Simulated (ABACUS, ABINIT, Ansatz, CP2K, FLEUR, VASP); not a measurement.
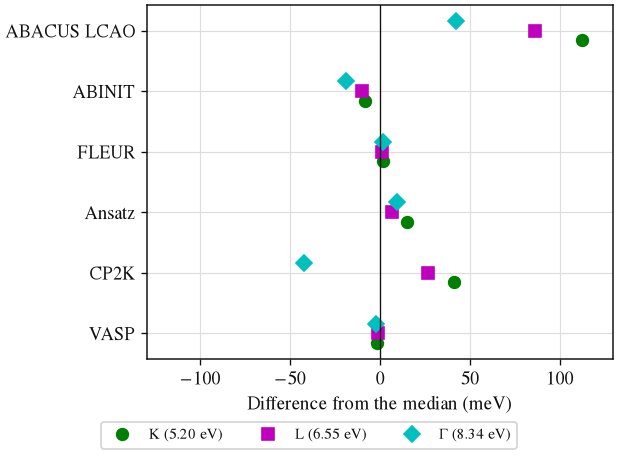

Lowest conduction level at each named k point, counted from the valence-band top at Γ, for wurtzite BN, space group P6_3mc (No. 186), 4 atoms in the cell; a = 2.554 Å, c = 4.227 Å (hexagonal axes). Six programs ran PBE (no spin polarisation, no spin-orbit coupling) on the same cell and 12×12×6 k mesh. The plot shows each result less the median of the plane-wave and all-electron runs, which the legend gives.

### How well do the programs agree?

The plane-wave and all-electron programs (Ansatz, VASP, ABINIT and FLEUR) agree within 29 meV at these points. CP2K departs by up to −42 meV (at Γ) and ABACUS LCAO departs by up to +113 meV (at K). At a point that isn't plotted the departure is larger: +153 meV for ABACUS LCAO at A.

| program | kind | valence electrons | K (eV) | L (eV) | Γ (eV) |
| --- | --- | --- | --- | --- | --- |
| VASP | plane waves | 16 | 5.197 | 6.554 | 8.335 |
| CP2K | local basis | 16 | 5.240 | 6.582 | 8.295 |
| Ansatz | plane waves | 16 | 5.213 | 6.561 | 8.346 |
| FLEUR | all-electron | – | 5.200 | 6.556 | 8.339 |
| ABINIT | plane waves | 16 | 5.190 | 6.545 | 8.318 |
| ABACUS LCAO | local basis | 16 | 5.311 | 6.641 | 8.379 |

Settings. VASP PAW PBE potentials, release 64 (N, B), 520 eV cutoff, Fermi-Dirac smearing of 0.05 eV (VASP 6.6.1). POTENTIAL_UZH N GTH-PBE-q5, B GTH-PBE-q3; TZVP-MOLOPT-PBE-GTH basis, Fermi-Dirac smearing of 0.05 eV (CP2K 2026.2). Ansatz PAW, 420 eV cutoff, Fermi-Dirac smearing of 0.05 eV (Ansatz 0.2.0). all-electron, Fermi-Dirac smearing of 0.05 eV (FLEUR MaX-R8.1 (later development tree)). JTH PAW PBE v2.0, 680 eV cutoff, Fermi-Dirac smearing of 0.05 eV (ABINIT 10.8.3 (patched build)). PseudoDojo NC SR 0.4.1 PBE standard, DZP LCAO (the cutoffs set its grid) basis, Fermi-Dirac smearing of 0.05 eV (ABACUS 3.10.1).

LDA, GGA and most meta-GGA functionals understate gaps. The usual form of BN is layered hexagonal. CP2K and ABACUS LCAO: the basis of atomic orbitals isn't converged, which shifts gaps and empty levels. ABACUS LCAO: the atomic orbitals were generated for these runs and aren't a published set.
